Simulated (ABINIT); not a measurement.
## Run report: WS, geometry relaxation (part 2 of 2)

The same run, continued: WS (Pm-3m, 2 atoms in the cell); Kohn-Sham DFT of a periodic cell, LDA, PseudoDojo NC SR LDA v0.4.1 standard, no spin polarisation (ABINIT 10.8.3); cutoff 952.4 eV, 7×7×7 k-mesh, fermi-dirac of 0.05 eV. The structure was built on a prototype by a generator; it need not be a known phase.

Geometry of the input (Å; fractional positions):
```
3.0079  0.0000  0.0000
0.0000  3.0079  0.0000
0.0000  0.0000  3.0079
W  0.5000  0.5000  0.5000
S  0.0000  0.0000  0.0000
```

### The program's output, continued
```
 Cartesian coordinates (xcart) [bohr]
  2.80763245019369E+00  2.80763245019369E+00  2.80763245019369E+00
  0.00000000000000E+00  0.00000000000000E+00  0.00000000000000E+00
 Reduced coordinates (xred)
  5.00000000000000E-01  5.00000000000000E-01  5.00000000000000E-01
  0.00000000000000E+00  0.00000000000000E+00  0.00000000000000E+00
 Cartesian forces (fcart) [Ha/bohr]; max,rms= 0.00000E+00 0.00000E+00 (free atoms)
 -0.00000000000000E+00 -0.00000000000000E+00 -0.00000000000000E+00
 -0.00000000000000E+00 -0.00000000000000E+00 -0.00000000000000E+00
 Gradient of E wrt nuclear positions in reduced coordinates (gred)
  0.00000000000000E+00  0.00000000000000E+00  0.00000000000000E+00
  0.00000000000000E+00  0.00000000000000E+00  0.00000000000000E+00
 Scale of Primitive Cell (acell) [bohr]
  5.61526490038737E+00  5.61526490038737E+00  5.61526490038737E+00
 Real space primitive translations (rprimd) [bohr]
  5.61526490038737E+00  0.00000000000000E+00  0.00000000000000E+00
  0.00000000000000E+00  5.61526490038737E+00  0.00000000000000E+00
  0.00000000000000E+00  0.00000000000000E+00  5.61526490038737E+00
 Unitary Cell Volume (ucvol) [Bohr^3]=  1.77056040074117E+02
 Angles (23,13,12)= [degrees]
  9.00000000000000E+01  9.00000000000000E+01  9.00000000000000E+01
 Lengths [Bohr]
  5.61526490038737E+00  5.61526490038737E+00  5.61526490038737E+00
 Stress tensor in cartesian coordinates (strten) [Ha/bohr^3]
  1.03458953648812E-04  0.00000000000000E+00  0.00000000000000E+00
  0.00000000000000E+00  1.03458953648813E-04  0.00000000000000E+00
  0.00000000000000E+00  0.00000000000000E+00  1.03458953648808E-04
 Total energy (etotal) [Ha]= -8.69837907982730E+01

 Difference of energy with previous step (new-old):
           Absolute (Ha)=-1.70610E-03
           Relative     =-1.96142E-05

--- Iteration: ( 3/50) Internal Cycle: (1/1)
--------------------------------------------------------------------------------

---SELF-CONSISTENT-FIELD CONVERGENCE--------------------------------------------

--- !BeginCycle
iteration_state: {dtset: 1, itime: 3, icycle: 1, }
solver: {iscf: 7, nstep: 80, nline: 4, wfoptalg: 0, }
tolerances: {tolvrs: 1.00E-12, }
...

     iter   Etot(hartree)      deltaE(h)  residm     vres2
 ETOT  1  -86.981023863800    -8.698E+01 5.700E-05 1.905E+01
 ETOT  2  -86.981045576565    -2.171E-05 1.456E-04 1.908E+01
 ETOT  3  -86.983892911789    -2.847E-03 1.058E-04 8.672E-04
 ETOT  4  -86.983893350726    -4.389E-07 4.223E-05 9.198E-06
 ETOT  5  -86.983893352184    -1.458E-09 1.148E-05 1.512E-06
 ETOT  6  -86.983893352406    -2.216E-10 4.333E-05 5.573E-10
 ETOT  7  -86.983893352409    -2.942E-12 9.730E-06 1.940E-11
 ETOT  8  -86.983893352407     1.847E-12 3.912E-05 2.984E-13

 At SCF step    8       vres2   =  2.98E-13 < tolvrs=  1.00E-12 =>converged.

 Cartesian components of stress tensor (hartree/bohr^3)
  sigma(1 1)= -8.46444968E-06  sigma(3 2)=  0.00000000E+00
  sigma(2 2)= -8.46444968E-06  sigma(3 1)=  0.00000000E+00
  sigma(3 3)= -8.46444968E-06  sigma(2 1)=  0.00000000E+00

--- !ResultsGS
iteration_state: {dtset: 1, itime: 3, icycle: 1, }
comment   : Summary of ground state results
lattice_vectors:
- [  5.5926724,   0.0000000,   0.0000000, ]
- [  0.0000000,   5.5926724,   0.0000000, ]
- [  0.0000000,   0.0000000,   5.5926724, ]
lattice_lengths: [   5.59267,    5.59267,    5.59267, ]
lattice_angles: [ 90.000,  90.000,  90.000, ] # degrees, (23, 13, 12)
lattice_volume:   1.7492752E+02
convergence: {deltae:  1.847E-12, res2:  2.984E-13, residm:  3.912E-05, diffor: null, }
etotal    :  -8.69838934E+01
entropy   :   0.00000000E+00
fermie    :   6.56053370E-01
cartesian_stress_tensor: # hartree/bohr^3
- [ -8.46444968E-06,   0.00000000E+00,   0.00000000E+00, ]
- [  0.00000000E+00,  -8.46444968E-06,   0.00000000E+00, ]
- [  0.00000000E+00,   0.00000000E+00,  -8.46444968E-06, ]
pressure_GPa:   2.4903E-01
xred      :
- [  5.0000E-01,   5.0000E-01,   5.0000E-01,  W]
- [  0.0000E+00,   0.0000E+00,   0.0000E+00,  S]
cartesian_forces: # hartree/bohr
- [ -0.00000000E+00,  -0.00000000E+00,  -0.00000000E+00, ]
- [ -0.00000000E+00,  -0.00000000E+00,  -0.00000000E+00, ]
force_length_stats: {min:   0.00000000E+00, max:   0.00000000E+00, mean:   0.00000000E+00, }
...

 Integrated electronic density in atomic spheres:
 ------------------------------------------------
 Atom  Sphere_radius  Integrated_density
    1        2.00000         10.27576947
    2        2.00000          4.03560389

---OUTPUT-----------------------------------------------------------------------

 Cartesian coordinates (xcart) [bohr]
  2.79633620867617E+00  2.79633620867617E+00  2.79633620867617E+00
  0.00000000000000E+00  0.00000000000000E+00  0.00000000000000E+00
 Reduced coordinates (xred)
  5.00000000000000E-01  5.00000000000000E-01  5.00000000000000E-01
  0.00000000000000E+00  0.00000000000000E+00  0.00000000000000E+00
 Cartesian forces (fcart) [Ha/bohr]; max,rms= 0.00000E+00 0.00000E+00 (free atoms)
 -0.00000000000000E+00 -0.00000000000000E+00 -0.00000000000000E+00
 -0.00000000000000E+00 -0.00000000000000E+00 -0.00000000000000E+00
 Gradient of E wrt nuclear positions in reduced coordinates (gred)
  0.00000000000000E+00  0.00000000000000E+00  0.00000000000000E+00
  0.00000000000000E+00  0.00000000000000E+00  0.00000000000000E+00
 Scale of Primitive Cell (acell) [bohr]
  5.59267241735234E+00  5.59267241735234E+00  5.59267241735234E+00
 Real space primitive translations (rprimd) [bohr]
  5.59267241735234E+00  0.00000000000000E+00  0.00000000000000E+00
  0.00000000000000E+00  5.59267241735234E+00  0.00000000000000E+00
  0.00000000000000E+00  0.00000000000000E+00  5.59267241735234E+00
 Unitary Cell Volume (ucvol) [Bohr^3]=  1.74927522681318E+02
 Angles (23,13,12)= [degrees]
  9.00000000000000E+01  9.00000000000000E+01  9.00000000000000E+01
 Lengths [Bohr]
  5.59267241735234E+00  5.59267241735234E+00  5.59267241735234E+00
 Stress tensor in cartesian coordinates (strten) [Ha/bohr^3]
 -8.46444968040372E-06  0.00000000000000E+00  0.00000000000000E+00
  0.00000000000000E+00 -8.46444968040719E-06  0.00000000000000E+00
  0.00000000000000E+00  0.00000000000000E+00 -8.46444968041586E-06
 Total energy (etotal) [Ha]= -8.69838933524068E+01

 Difference of energy with previous step (new-old):
           Absolute (Ha)=-1.02554E-04
           Relative     =-1.17900E-06

--- Iteration: ( 4/50) Internal Cycle: (1/1)
--------------------------------------------------------------------------------

---SELF-CONSISTENT-FIELD CONVERGENCE--------------------------------------------

--- !BeginCycle
iteration_state: {dtset: 1, itime: 4, icycle: 1, }
solver: {iscf: 7, nstep: 80, nline: 4, wfoptalg: 0, }
tolerances: {tolvrs: 1.00E-12, }
...

     iter   Etot(hartree)      deltaE(h)  residm     vres2
 ETOT  1  -86.983878218318    -8.698E+01 3.856E-05 1.055E-01
 ETOT  2  -86.983877615775     6.025E-07 3.610E-05 1.084E-01
 ETOT  3  -86.983894008327    -1.639E-05 6.519E-06 2.687E-05
 ETOT  4  -86.983894013616    -5.289E-09 3.218E-05 3.464E-07
 ETOT  5  -86.983894013667    -5.065E-11 5.665E-06 6.235E-09
 ETOT  6  -86.983894013666     7.248E-13 2.959E-05 1.574E-11
 ETOT  7  -86.983894013668    -2.018E-12 5.191E-06 3.980E-14

 At SCF step    7       vres2   =  3.98E-14 < tolvrs=  1.00E-12 =>converged.

 Cartesian components of stress tensor (hartree/bohr^3)
  sigma(1 1)=  1.28677944E-07  sigma(3 2)=  0.00000000E+00
  sigma(2 2)=  1.28677944E-07  sigma(3 1)=  0.00000000E+00
  sigma(3 3)=  1.28677944E-07  sigma(2 1)=  0.00000000E+00

--- !ResultsGS
iteration_state: {dtset: 1, itime: 4, icycle: 1, }
comment   : Summary of ground state results
lattice_vectors:
- [  5.5943620,   0.0000000,   0.0000000, ]
- [  0.0000000,   5.5943620,   0.0000000, ]
- [  0.0000000,   0.0000000,   5.5943620, ]
lattice_lengths: [   5.59436,    5.59436,    5.59436, ]
lattice_angles: [ 90.000,  90.000,  90.000, ] # degrees, (23, 13, 12)
lattice_volume:   1.7508611E+02
convergence: {deltae: -2.018E-12, res2:  3.980E-14, residm:  5.191E-06, diffor: null, }
etotal    :  -8.69838940E+01
entropy   :   0.00000000E+00
fermie    :   6.55332477E-01
cartesian_stress_tensor: # hartree/bohr^3
- [  1.28677944E-07,   0.00000000E+00,   0.00000000E+00, ]
- [  0.00000000E+00,   1.28677944E-07,   0.00000000E+00, ]
- [  0.00000000E+00,   0.00000000E+00,   1.28677944E-07, ]
pressure_GPa:  -3.7858E-03
xred      :
- [  5.0000E-01,   5.0000E-01,   5.0000E-01,  W]
- [  0.0000E+00,   0.0000E+00,   0.0000E+00,  S]
cartesian_forces: # hartree/bohr
- [ -0.00000000E+00,  -0.00000000E+00,  -0.00000000E+00, ]
- [ -0.00000000E+00,  -0.00000000E+00,  -0.00000000E+00, ]
force_length_stats: {min:   0.00000000E+00, max:   0.00000000E+00, mean:   0.00000000E+00, }
...

 Integrated electronic density in atomic spheres:
 ------------------------------------------------
 Atom  Sphere_radius  Integrated_density
    1        2.00000         10.27741351
    2        2.00000          4.03678906

---OUTPUT-----------------------------------------------------------------------

 Cartesian coordinates (xcart) [bohr]
  2.79718100927764E+00  2.79718100927764E+00  2.79718100927764E+00
  0.00000000000000E+00  0.00000000000000E+00  0.00000000000000E+00
 Reduced coordinates (xred)
  5.00000000000000E-01  5.00000000000000E-01  5.00000000000000E-01
  0.00000000000000E+00  0.00000000000000E+00  0.00000000000000E+00
 Cartesian forces (fcart) [Ha/bohr]; max,rms= 0.00000E+00 0.00000E+00 (free atoms)
 -0.00000000000000E+00 -0.00000000000000E+00 -0.00000000000000E+00
 -0.00000000000000E+00 -0.00000000000000E+00 -0.00000000000000E+00
 Gradient of E wrt nuclear positions in reduced coordinates (gred)
  0.00000000000000E+00  0.00000000000000E+00  0.00000000000000E+00
  0.00000000000000E+00  0.00000000000000E+00  0.00000000000000E+00
 Scale of Primitive Cell (acell) [bohr]
  5.59436201855529E+00  5.59436201855529E+00  5.59436201855529E+00
 Real space primitive translations (rprimd) [bohr]
  5.59436201855529E+00  0.00000000000000E+00  0.00000000000000E+00
  0.00000000000000E+00  5.59436201855529E+00  0.00000000000000E+00
  0.00000000000000E+00  0.00000000000000E+00  5.59436201855529E+00
 Unitary Cell Volume (ucvol) [Bohr^3]=  1.75086112545292E+02
 Angles (23,13,12)= [degrees]
  9.00000000000000E+01  9.00000000000000E+01  9.00000000000000E+01
 Lengths [Bohr]
  5.59436201855529E+00  5.59436201855529E+00  5.59436201855529E+00
 Stress tensor in cartesian coordinates (strten) [Ha/bohr^3]
  1.28677943547068E-07  0.00000000000000E+00  0.00000000000000E+00
  0.00000000000000E+00  1.28677943571354E-07  0.00000000000000E+00
  0.00000000000000E+00  0.00000000000000E+00  1.28677943571354E-07
 Total energy (etotal) [Ha]= -8.69838940136680E+01

 Difference of energy with previous step (new-old):
           Absolute (Ha)=-6.61261E-07
           Relative     =-7.60211E-09

 At Broyd/MD step   4, gradients are converged :
  max grad (force/stress) = 1.2868E-05 < tolmxf= 2.0000E-05 ha/bohr (free atoms)

================================================================================

 ----iterations are completed or convergence reached----

 Mean square residual over all n,k,spin=   18.539E-09; max=  51.906E-07
 reduced coordinates (array xred) for    2 atoms
       0.500000000000      0.500000000000      0.500000000000
       0.000000000000      0.000000000000      0.000000000000
 rms dE/dt=  0.0000E+00; max dE/dt=  0.0000E+00; dE/dt below (all hartree)
    1       0.000000000000      0.000000000000      0.000000000000
    2       0.000000000000      0.000000000000      0.000000000000

 cartesian coordinates (angstrom) at end:
    1      1.48020444387619     1.48020444387619     1.48020444387619
    2      0.00000000000000     0.00000000000000     0.00000000000000

 cartesian forces (hartree/bohr) at end:
    1     -0.00000000000000    -0.00000000000000    -0.00000000000000
    2     -0.00000000000000    -0.00000000000000    -0.00000000000000
 frms,max,avg= 0.0000000E+00 0.0000000E+00   0.000E+00  0.000E+00  0.000E+00 h/b

 cartesian forces (eV/Angstrom) at end:
    1     -0.00000000000000    -0.00000000000000    -0.00000000000000
    2     -0.00000000000000    -0.00000000000000    -0.00000000000000
 frms,max,avg= 0.0000000E+00 0.0000000E+00   0.000E+00  0.000E+00  0.000E+00 e/A
 length scales=  5.594362018555  5.594362018555  5.594362018555 bohr
              =  2.960408887752  2.960408887752  2.960408887752 angstroms
 Fermi (or HOMO) energy (hartree) =   0.65533   Average Vxc (hartree)=  -0.51729
 Eigenvalues (hartree) for nkpt=  20  k points:
 kpt#   1, nband= 14, wtk=  0.00292, kpt=  0.0000  0.0000  0.0000 (reduced coord)
  -2.07935   -0.75903   -0.75903   -0.75903   -0.00689    0.47300    0.47300    0.54865
   0.54865    0.54865    0.69686    0.69686    0.69686    0.75750
      occupation numbers for kpt#   1
   2.00000    2.00000    2.00000    2.00000    2.00000    2.00000    2.00000    2.00000
   2.00000    2.00000    0.00000    0.00000    0.00000    0.00000
 prteigrs : prtvol=0 or 1, do not print more k-points.

--- !EnergyTerms
iteration_state     : {dtset: 1, itime: 4, icycle: 1, }
comment             : Components of total free energy in Hartree
kinetic             :  2.46884825332646E+01
hartree             :  9.52272784310113E+00
xc                  : -1.98106582813441E+01
Ewald energy        : -7.08729838696603E+01
psp_core            :  2.27574241776947E+00
local_psp           : -4.69282348876304E+01
non_local_psp       :  1.41416993406102E+01
internal            : -8.69832249038893E+01
'-kT*entropy'       : -6.69109778657620E-04
total_energy        : -8.69838940136680E+01
total_energy_eV     : -2.36695233718539E+03
band_energy         : -3.75807959836840E+00
...

 Cartesian components of stress tensor (hartree/bohr^3)
  sigma(1 1)=  1.28677944E-07  sigma(3 2)=  0.00000000E+00
  sigma(2 2)=  1.28677944E-07  sigma(3 1)=  0.00000000E+00
  sigma(3 3)=  1.28677944E-07  sigma(2 1)=  0.00000000E+00

-Cartesian components of stress tensor (GPa)         [Pressure= -3.7858E-03 GPa]
- sigma(1 1)=  3.78583580E-03  sigma(3 2)=  0.00000000E+00
- sigma(2 2)=  3.78583581E-03  sigma(3 1)=  0.00000000E+00
- sigma(3 3)=  3.78583581E-03  sigma(2 1)=  0.00000000E+00

== END DATASET(S) ==============================================================
================================================================================

 -outvars: echo values of variables after computation  --------
            acell      5.5943620186E+00  5.5943620186E+00  5.5943620186E+00 Bohr
           etotal     -8.6983894014E+01
            fcart     -0.0000000000E+00 -0.0000000000E+00 -0.0000000000E+00
                      -0.0000000000E+00 -0.0000000000E+00 -0.0000000000E+00
           strten      1.2867794355E-07  1.2867794357E-07  1.2867794357E-07
                       0.0000000000E+00  0.0000000000E+00  0.0000000000E+00
           xangst      1.4802044439E+00  1.4802044439E+00  1.4802044439E+00
                       0.0000000000E+00  0.0000000000E+00  0.0000000000E+00
             xred      5.0000000000E-01  5.0000000000E-01  5.0000000000E-01
                       0.0000000000E+00  0.0000000000E+00  0.0000000000E+00
 Calculation completed.
```

### Trajectory as extended XYZ (Å, eV, eV/Å), 4 frames, from step=0 to step=3
```
2
Lattice="3.0079 0.0000 0.0000 0.0000 3.0079 0.0000 0.0000 0.0000 3.0079" Properties=species:S:1:pos:R:3:forces:R:3 step=0 energy=-2366.90310
W     1.5039    1.5039    1.5039    0.0000   0.0000   0.0000
S     0.0000    0.0000    0.0000    0.0000   0.0000   0.0000
2
Lattice="2.9715 0.0000 0.0000 0.0000 2.9715 0.0000 0.0000 0.0000 2.9715" Properties=species:S:1:pos:R:3:forces:R:3 step=1 energy=-2366.94953
W     1.4857    1.4857    1.4857    0.0000   0.0000   0.0000
S     0.0000    0.0000    0.0000    0.0000   0.0000   0.0000
2
Lattice="2.9595 0.0000 0.0000 0.0000 2.9595 0.0000 0.0000 0.0000 2.9595" Properties=species:S:1:pos:R:3:forces:R:3 step=2 energy=-2366.95232
W     1.4798    1.4798    1.4798    0.0000   0.0000   0.0000
S     0.0000    0.0000    0.0000    0.0000   0.0000   0.0000
2
Lattice="2.9604 0.0000 0.0000 0.0000 2.9604 0.0000 0.0000 0.0000 2.9604" Properties=species:S:1:pos:R:3:forces:R:3 step=3 energy=-2366.95234
W     1.4802    1.4802    1.4802    0.0000   0.0000   0.0000
S     0.0000    0.0000    0.0000    0.0000   0.0000   0.0000
```

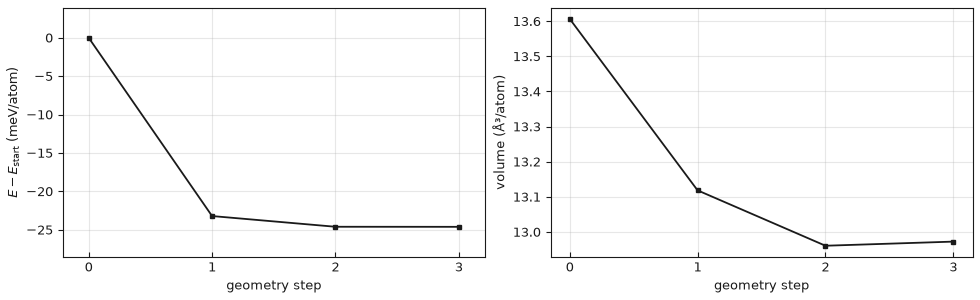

**Figure 1.** Progress of the relaxation, step by step (steps are counted from 0).

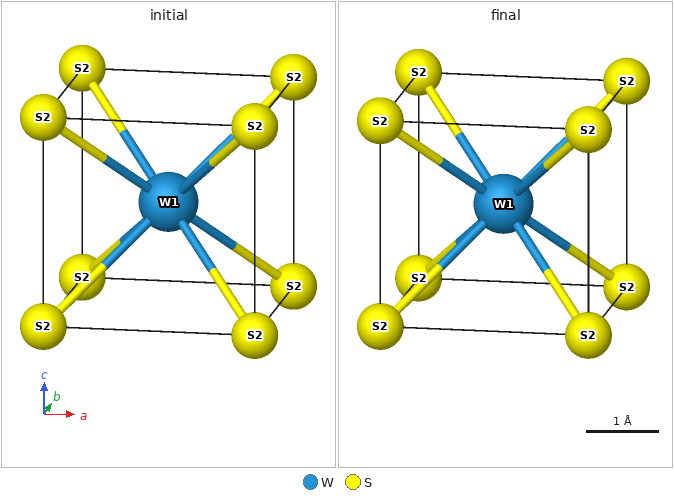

**Figure 2.** Before (left) and after (right) the relaxation, at one scale (ball-and-stick view of the cell of the calculation, seen slightly off an axis). After 3 geometry steps the energy has fallen by 24.6 meV per atom. All forces vanish by symmetry, so only the cell relaxes. No atom moves by more than 0.005 Å relative to the cell. Cell: a = b = c 3.008 → 2.960 Å (−1.6 %). Volume −4.7 %. Among the contacts that change: W1–W1 3.008 → 2.960 Å, W1–S2 2.605 → 2.564 Å. The space group stays Pm-3m (No. 221). (Atoms are counted from 1 in the order of the input.)

### Summary

- outcome: converged
- space group (tolerance 0.01 Å): Pm-3m (221)
- electrons treated: 20
- free energy: −2366.9523 eV
- Fermi energy: 17.833 eV
- gap on the k-point mesh: none (metallic)
- pressure: 0.00 GPa
- final volume: 25.95 Å³
- largest force (length of the vector) at the end: under 0.001 eV/Å
- final cell: a = 2.960 Å, b = 2.960 Å, c = 2.960 Å, α = 90.00°, β = 90.00°, γ = 90.00°
- hardware: 4 threads of Arm Neoverse V2, 112 GiB of memory available, shared host
- wall time: 18 s (CPU time 68 s)
- peak memory: 0.28 GiB

### Notes

Spin–orbit coupling is left out, which matters for W.
